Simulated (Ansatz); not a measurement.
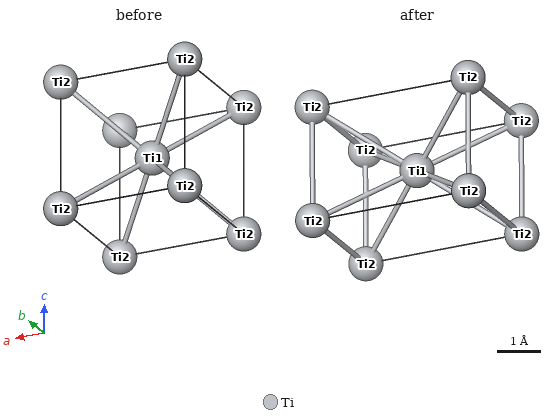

The structure of solid Ti (set up in Im-3m) before (left) and after (right) a relaxation, at one scale.

A ball-and-stick model of the cell of the calculation, reduced to other axes, seen from a free direction. Lengths and directions refer to the drawn axes.

These are results of Ansatz, DFT r2SCAN, scalar-relativistic, plane waves, PAW, not measurements. (plane-wave cutoff 500 eV; k-point mesh 10 × 10 × 10; occupations gaussian; smearing width 0.15 eV; no spin polarisation)

Summarise the run.

No atom moves by more than 0.005 Å relative to the cell. The drawn cell changes as follows: a 3.252 → 4.093 Å (+25.9 %), b = c 3.252 → 2.913 Å (−10.4 %); the volume changes by +1.0 %. Among the contacts that change: Ti1–Ti1 3.252 → 2.913 Å, Ti1–Ti2 2.816 → 2.904 Å. Within 0.06 Å the space group is Im-3m at the start and Fm-3m at the end; at a tighter tolerance small leftover displacements or strains of the cell lower it.
